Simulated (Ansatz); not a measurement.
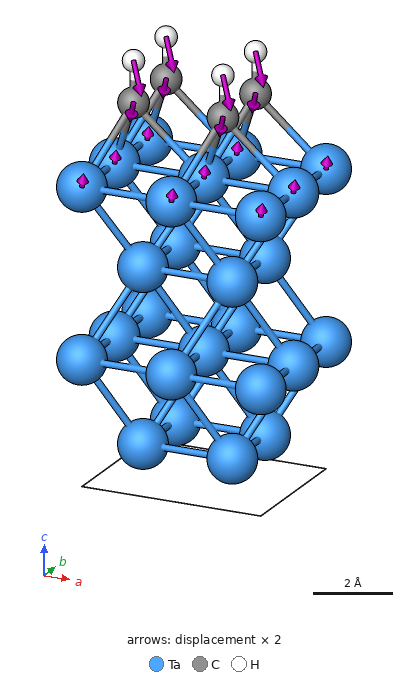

A constrained relaxation of a slab of composition Ta₄HC (cut from the Im-3m phase). The starting structure is drawn; purple arrows show the displacements, magnified 2 times.

A ball-and-stick model of the 2 × 2 repeat of the cell, outlined in the plane, without the vacuum, seen slightly off an axis.

Case: CH put at a hollow Ta-Ta-Ta site. The slab is the (1 1 0) face of Ta with CH on it. 2 atoms are held fixed.

Computed with DFT PBEsol, scalar-relativistic, plane waves, PAW (Ansatz 0.2.0). (plane-wave cutoff 420 eV; k-point mesh 11 × 11 × 1; occupations gaussian; smearing width 0.1 eV; no spin polarisation; dipole correction; atoms relaxed in a fixed cell; force threshold 0.03 eV/Å; at most 70 steps)

Q: Which element moves most?

A: Hydrogen: up to 0.52 Å, against 0.33 Å for carbon.

Q: Describe the change and its energy.

A: Over 7 geometry steps the energy falls by 1.457 eV per cell of the calculation. The largest force component goes from 4.3 to 0.018 eV/Å. The H atom moves most: 0.52 Å at 39° to the normal (−c side). Largest moves by element: H 0.52 Å, C 0.33 Å, Ta 0.21 Å. The lattice vectors keep their values. Among the contacts that change: C–Ta 2.465 → 1.950 Å, C–Ta 2.641 → 2.396 Å, Ta–Ta 3.210 → 3.401 Å, Ta–Ta 2.759 → 2.936 Å. Among the angles between lasting bonds that change: Ta–C–H 136.6° → 110.9°, Ta–C–H 141.2° → 163.2°, Ta–C–Ta 67.5° → 80.9°. Cost: 76 s on 2 threads of Intel(R) Xeon(R) Platinum 8488C (Sapphire Rapids) (shared host), peak memory 0.58 GiB.

Limits of the set-up: the periodic images lie only 2.8 Å apart, so the values are limited by the cell's size.
